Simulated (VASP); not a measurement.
Geometry relaxation of WSi2 (part 2 of 2)

Continued. System: WSi2 (3 atoms in the cell). Method: Kohn-Sham DFT of a periodic cell, r2SCAN, VASP PAW PBE potentials, recommended, no spin polarisation (VASP 6.6.1); cutoff 600 eV, 13×13×13 k-mesh, Gaussian smearing of 0.1 eV. The structure derives from an entry of the Crystallography Open Database.

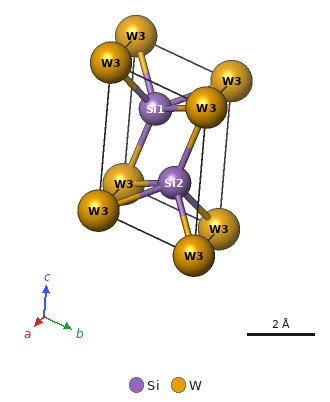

**Figure 1.** The geometry at step 2 of the log (ball-and-stick view of the reduced cell, seen slightly off an axis; atoms are numbered from 1 in the order of the input).

## Parts of OUTCAR, continued
```
 POSITION                                       TOTAL-FORCE (eV/Angst)
 -----------------------------------------------------------------------------------
      0.00000      0.00000      2.62067         0.000000      0.000000      0.020678
      0.00000      0.00000      5.20923        -0.000000     -0.000000     -0.020678
      0.00000      0.00000      0.00000        -0.000000     -0.000000      0.000000
 -----------------------------------------------------------------------------------
    total drift:                               -0.000000     -0.000000      0.000000

  FREE ENERGIE OF THE ION-ELECTRON SYSTEM (eV)
  ---------------------------------------------------
  free  energy   TOTEN  =       -69.8155958517 eV

  energy  without entropy=      -69.8147828198  energy(sigma->0) =      -69.81518934

--------------------------------------- Ionic step        2  -------------------------------------------

 number of electron      21.9999999 magnetization

------------------------ aborting loop because EDIFF is reached ----------------------------------------

  FORCE on cell =-STRESS in cart. coord.  units (eV):
  Direction    XX          YY          ZZ          XY          YZ          ZX
  --------------------------------------------------------------------------------------
  -------------------------------------------------------------------------------------
  Total        0.3656380      0.3656380      0.7836984      0.0000000      0.0000000     -0.0000000
  in kB       14.6574367     14.6574367     31.4163458      0.0000000      0.0000000     -0.0000000
  external PRESSURE =      20.2437397 kB  Pullay stress =       0.0000000 kB

 VOLUME and BASIS-vectors are now :
 -----------------------------------------------------------------------------
  energy-cutoff  :      600.00
  volume of cell :       39.97
      direct lattice vectors                 reciprocal lattice vectors
    -1.603858585  1.603858585  3.884290729     0.000000000  0.311748183  0.128723629
     1.603858585 -1.603858585  3.884290729     0.311748183  0.000000000  0.128723629
     1.603858585  1.603858585 -3.884290729     0.311748183  0.311748183  0.000000000

 POSITION                                       TOTAL-FORCE (eV/Angst)
 -----------------------------------------------------------------------------------
      0.00000      0.00000      2.60113        -0.000000     -0.000000     -0.039636
      1.60386      1.60386      1.28316         0.000000      0.000000      0.039636
      1.60386      1.60386      3.88429        -0.000000     -0.000000      0.000000
 -----------------------------------------------------------------------------------
    total drift:                                0.000000     -0.000000      0.000000

  FREE ENERGIE OF THE ION-ELECTRON SYSTEM (eV)
  ---------------------------------------------------
  free  energy   TOTEN  =       -69.8139761359 eV

  energy  without entropy=      -69.8130845231  energy(sigma->0) =      -69.81353033

--------------------------------------- Ionic step        3  -------------------------------------------

 number of electron      21.9999999 magnetization

------------------------ aborting loop because EDIFF is reached ----------------------------------------

  FORCE on cell =-STRESS in cart. coord.  units (eV):
  Direction    XX          YY          ZZ          XY          YZ          ZX
  --------------------------------------------------------------------------------------
  -------------------------------------------------------------------------------------
  Total        0.0582594      0.0582594     -0.0290428      0.0000000     -0.0000000     -0.0000000
  in kB        2.3182241      2.3182241     -1.1556566      0.0000000     -0.0000000     -0.0000000
  external PRESSURE =       1.1602638 kB  Pullay stress =       0.0000000 kB

 VOLUME and BASIS-vectors are now :
 -----------------------------------------------------------------------------
  energy-cutoff  :      600.00
  volume of cell :       40.26
      direct lattice vectors                 reciprocal lattice vectors
    -1.605790199  1.605790199  3.903762549     0.000000000  0.311373180  0.128081561
     1.605790199 -1.605790199  3.903762549     0.311373180  0.000000000  0.128081561
     1.605790199  1.605790199 -3.903762549     0.311373180  0.311373180  0.000000000

 POSITION                                       TOTAL-FORCE (eV/Angst)
 -----------------------------------------------------------------------------------
      0.00000      0.00000      2.61354         0.000000      0.000000     -0.001282
      0.00000      0.00000      5.19399        -0.000000     -0.000000      0.001282
      0.00000      0.00000      0.00000         0.000000      0.000000      0.000000
 -----------------------------------------------------------------------------------
    total drift:                               -0.000000     -0.000000      0.000000

  FREE ENERGIE OF THE ION-ELECTRON SYSTEM (eV)
  ---------------------------------------------------
  free  energy   TOTEN  =       -69.8163848461 eV

  energy  without entropy=      -69.8155445469  energy(sigma->0) =      -69.81596470

--------------------------------------- Ionic step        4  -------------------------------------------

 number of electron      21.9999999 magnetization

------------------------ aborting loop because EDIFF is reached ----------------------------------------

  FORCE on cell =-STRESS in cart. coord.  units (eV):
  Direction    XX          YY          ZZ          XY          YZ          ZX
  --------------------------------------------------------------------------------------
  -------------------------------------------------------------------------------------
  Total       -0.0376354     -0.0376354      0.0197236      0.0000000     -0.0000000      0.0000000
  in kB       -1.4961484     -1.4961484      0.7840855      0.0000000     -0.0000000      0.0000000
  external PRESSURE =      -0.7360704 kB  Pullay stress =       0.0000000 kB

 VOLUME and BASIS-vectors are now :
 -----------------------------------------------------------------------------
  energy-cutoff  :      600.00
  volume of cell :       40.30
      direct lattice vectors                 reciprocal lattice vectors
    -1.607030382  1.607030382  3.901435338     0.000000000  0.311132886  0.128157962
     1.607030382 -1.607030382  3.901435338     0.311132886  0.000000000  0.128157962
     1.607030382  1.607030382 -3.901435338     0.311132886  0.311132886  0.000000000

 POSITION                                       TOTAL-FORCE (eV/Angst)
 -----------------------------------------------------------------------------------
      0.00000      0.00000      2.61195         0.000000      0.000000      0.001261
      1.60703      1.60703      1.28949        -0.000000     -0.000000     -0.001261
      1.60703      1.60703      3.90144         0.000000      0.000000     -0.000000
 -----------------------------------------------------------------------------------
    total drift:                                0.000000     -0.000000      0.000000

  FREE ENERGIE OF THE ION-ELECTRON SYSTEM (eV)
  ---------------------------------------------------
  free  energy   TOTEN  =       -69.8164027203 eV

  energy  without entropy=      -69.8155466909  energy(sigma->0) =      -69.81597471

--------------------------------------- Ionic step        5  -------------------------------------------

 number of electron      21.9999999 magnetization

 Free energy of the ion-electron system (eV)
  ---------------------------------------------------
  ext. energy  EPLUGINS =         0.00000000
  ---------------------------------------------------
  free energy    TOTEN  =       -69.81641683 eV

  energy without entropy =      -69.81556725  energy(sigma->0) =      -69.81599204

 E-fermi :  11.9954     XC(G=0): -13.5227     alpha+bet :-19.0769

 val. band max:       11.9403262635   @ k =  -0.3846  -0.4615   0.3846
 cond. band min:      12.0218149358   @ k =  -0.3077  -0.3846   0.3077
 fundamental gap:      0.0814886723
 Fermi energy:        11.9954026527

 k-point     1 :       0.0000    0.0000    0.0000
  band No.  band energies     occupation
      1     -63.7725      2.00000
      2     -27.4028      2.00000
      3     -27.3759      2.00000
      4     -27.3759      2.00000
      5      -2.9101      2.00000
      6       4.7192      2.00000
      7       8.1455      2.00000
      8       8.5709      2.00000
      9       8.9124      2.00000
     10       8.9124      2.00000
     11      12.5605      0.00000
     12      14.9936      0.00000
     13      15.1376      0.00000
     14      15.1561      0.00000
     15      15.1561      0.00000

 k-point     2 :       0.0769    0.0000   -0.0000
  band No.  band energies     occupation
      1     -63.7720      2.00000
      2     -27.4018      2.00000
      3     -27.3897      2.00000
      4     -27.3746      2.00000
      5      -2.7903      2.00000
      6       4.7302      2.00000
      7       7.7339      2.00000
      8       8.5635      2.00000
      9       8.9929      2.00000
     10       9.0979      2.00000
     11      12.0933      0.16622
     12      14.6050      0.00000
     13      14.8406      0.00000
     14      15.4916      0.00000
     15      15.6941      0.00000

 k-point     3 :       0.1538    0.0000   -0.0000
  band No.  band energies     occupation
      1     -63.7706      2.00000
      2     -27.4280      2.00000
      3     -27.3990      2.00000
      4     -27.3710      2.00000
      5      -2.4359      2.00000
      6       4.7251      2.00000
      7       6.9978      2.00000
      8       8.4562      2.00000
      9       9.2224      2.00000
     10       9.3039      2.00000
     11      11.2698      2.00000
     12      13.8113      0.00000
     13      14.5001      0.00000
     14      16.2994      0.00000
     15      16.5139      0.00000

 k-point     4 :       0.2308    0.0000    0.0000
  band No.  band energies     occupation
      1     -63.7686      2.00000
      2     -27.4815      2.00000
      3     -27.3949      2.00000
      4     -27.3660      2.00000
      5      -1.8620      2.00000
      6       4.5507      2.00000
      7       6.3571      2.00000
      8       8.0877      2.00000
      9       9.3987      2.00000
     10       9.5245      2.00000
     11      10.5804      2.00000
     12      13.4200      0.00000
     13      14.4007      0.00000
     14      16.6390      0.00000
     15      16.8816      0.00000

 k-point     5 :       0.3077    0.0000   -0.0000
  band No.  band energies     occupation
      1     -63.7665      2.00000
      2     -27.5377      2.00000
      3     -27.3906      2.00000
      4     -27.3607      2.00000
      5      -1.0924      2.00000
      6       3.9811      2.00000
      7       6.0669      2.00000
      8       7.5013      2.00000
      9       9.3618      2.00000
     10       9.5032      2.00000
     11      10.5018      2.00000
     12      13.6316      0.00000
     13      14.6790      0.00000
     14      16.1958      0.00000
     15      16.9772      0.00000

 [... the levels of 18 k-points are left out ...]

 k-point    24 :       0.4615    0.1538    0.0000
  band No.  band energies     occupation
      1     -63.7619      2.00000
      2     -27.6022      2.00000
      3     -27.4030      2.00000
      4     -27.3801      2.00000
      5       1.4636      2.00000
      6       1.9639      2.00000
      7       5.4914      2.00000
      8       7.1261      2.00000
      9       8.9172      2.00000
     10       9.3330      2.00000
     11      10.6486      2.00000
     12      13.2837      0.00000
     13      14.8669      0.00000
     14      15.6941      0.00000
     15      17.0949      0.00000

 [... further k-points ...]

------------------------ aborting loop because EDIFF is reached ----------------------------------------

  FORCE on cell =-STRESS in cart. coord.  units (eV):
  Direction    XX          YY          ZZ          XY          YZ          ZX
  --------------------------------------------------------------------------------------
  -------------------------------------------------------------------------------------
  Total       -0.0004136     -0.0004136     -0.0009083      0.0000000      0.0000000      0.0000000
  in kB       -0.0164496     -0.0164496     -0.0361227      0.0000000      0.0000000      0.0000000
  external PRESSURE =      -0.0230073 kB  Pullay stress =       0.0000000 kB

 VOLUME and BASIS-vectors are now :
 -----------------------------------------------------------------------------
  energy-cutoff  :      600.00
  volume of cell :       40.29
      direct lattice vectors                 reciprocal lattice vectors
    -1.606532713  1.606532713  3.902369217     0.000000000  0.311229268  0.128127292
     1.606532713 -1.606532713  3.902369217     0.311229268  0.000000000  0.128127292
     1.606532713  1.606532713 -3.902369217     0.311229268  0.311229268  0.000000000

 POSITION                                       TOTAL-FORCE (eV/Angst)
 -----------------------------------------------------------------------------------
      0.00000      0.00000      2.61259         0.000000     -0.000000      0.000273
      0.00000      0.00000      5.19215        -0.000000      0.000000     -0.000273
      0.00000      0.00000      0.00000         0.000000     -0.000000      0.000000
 -----------------------------------------------------------------------------------
    total drift:                               -0.000000      0.000000     -0.000000

  FREE ENERGIE OF THE ION-ELECTRON SYSTEM (eV)
  ---------------------------------------------------
  free  energy   TOTEN  =       -69.8164168281 eV

  energy  without entropy=      -69.8155672469  energy(sigma->0) =      -69.81599204

 reached required accuracy - stopping structural energy minimisation
```

## CONTCAR
```
Si2W
   1.00000000000000
    -1.6065327133085525    1.6065327133085525    3.9023692170128532
     1.6065327133085525   -1.6065327133085525    3.9023692170128532
     1.6065327133085525    1.6065327133085525   -3.9023692170128532
  Si              W
     2     1
Direct
     0.3347435517506688    0.3347435517506688    0.0000000000000000
     0.6652564482493312    0.6652564482493312    0.0000000000000000
     0.0000000000000000    0.0000000000000000    0.0000000000000000

  0.00000000E+00  0.00000000E+00  0.00000000E+00
  0.00000000E+00  0.00000000E+00  0.00000000E+00
  0.00000000E+00  0.00000000E+00  0.00000000E+00
```

## Trajectory as extended XYZ (Å, eV, eV/Å), 5 frames, from step=0 to step=4
```
3
Lattice="-1.6069 1.6069 3.9150 1.6069 -1.6069 3.9150 1.6069 1.6069 -3.9150" Properties=species:S:1:pos:R:3:forces:R:3 step=0 energy=-69.81560
Si    0.0000    0.0000    2.6207    0.0000   0.0000   0.0207
Si    0.0000    0.0000    5.2092    0.0000   0.0000  -0.0207
W     0.0000    0.0000    0.0000    0.0000   0.0000   0.0000
3
Lattice="-1.6039 1.6039 3.8843 1.6039 -1.6039 3.8843 1.6039 1.6039 -3.8843" Properties=species:S:1:pos:R:3:forces:R:3 step=1 energy=-69.81398
Si    0.0000    0.0000    2.6011    0.0000   0.0000  -0.0396
Si    1.6039    1.6039    1.2832    0.0000   0.0000   0.0396
W     1.6039    1.6039    3.8843    0.0000   0.0000   0.0000
3
Lattice="-1.6058 1.6058 3.9038 1.6058 -1.6058 3.9038 1.6058 1.6058 -3.9038" Properties=species:S:1:pos:R:3:forces:R:3 step=2 energy=-69.81638
Si    0.0000    0.0000    2.6135    0.0000   0.0000  -0.0013
Si    0.0000    0.0000    5.1940    0.0000   0.0000   0.0013
W     0.0000    0.0000    0.0000    0.0000   0.0000   0.0000
3
Lattice="-1.6070 1.6070 3.9014 1.6070 -1.6070 3.9014 1.6070 1.6070 -3.9014" Properties=species:S:1:pos:R:3:forces:R:3 step=3 energy=-69.81640
Si    0.0000    0.0000    2.6119    0.0000   0.0000   0.0013
Si    1.6070    1.6070    1.2895    0.0000   0.0000  -0.0013
W     1.6070    1.6070    3.9014    0.0000   0.0000   0.0000
3
Lattice="-1.6065 1.6065 3.9024 1.6065 -1.6065 3.9024 1.6065 1.6065 -3.9024" Properties=species:S:1:pos:R:3:forces:R:3 step=4 energy=-69.81642
Si    0.0000    0.0000    2.6126    0.0000   0.0000   0.0003
Si    0.0000    0.0000    5.1922    0.0000   0.0000  -0.0003
W     0.0000    0.0000    0.0000    0.0000   0.0000   0.0000
```

The run was set up as follows.

## INCAR
```
SYSTEM = Si2W
ALGO = Normal
EDIFF = 1E-7
EDIFFG = -0.004
ENCUT = 600
IBRION = 2
ISIF = 3
ISMEAR = 0
LASPH = .True.
LCHARG = .False.
LMIXTAU = .True.
LREAL = .False.
LWAVE = .False.
METAGGA = R2SCAN
NELM = 80
NSW = 80
PREC = Accurate
SIGMA = 0.1
```

## KPOINTS
```
k-points
0
Gamma
  13 13 13
  0 0 0
```

## POSCAR
```
Si2W
1.0
   -1.6069000000      1.6069000000      3.9149500000
    1.6069000000     -1.6069000000      3.9149500000
    1.6069000000      1.6069000000     -3.9149500000
Si W
2 1
Direct
    0.3347000000      0.3347000000      0.0000000000
    0.6653000000      0.6653000000      0.0000000000
    0.0000000000      0.0000000000      0.0000000000
```

Launch command:
```bash
cat potpaw_PBE.64/Si/POTCAR potpaw_PBE.64/W_sv/POTCAR > POTCAR
mpirun -np 1 vasp_std > vasp.out
```

## Results in brief

```csv
quantity,value
outcome,converged
space group (tolerance 0.01 Å),I4/mmm (139)
electrons treated,22
free energy,−69.8164 eV
Fermi energy,11.995 eV
gap on the k-point mesh,none (metallic)
pressure,0.00 GPa
final volume,40.29 Å³
largest force (length of the vector) at the end,under 0.001 eV/Å
final cell,"a = 4.516 Å, b = 4.516 Å, c = 4.516 Å, α = 138.32°, β = 138.32°, γ = 60.42°"
hardware,"1 thread of AMD EPYC (Zen 3), 64 GiB of memory available, shared host"
wall time,1.9 h
peak memory,0.3 GiB
```

## Remarks

Spin–orbit coupling is left out, which matters for W.
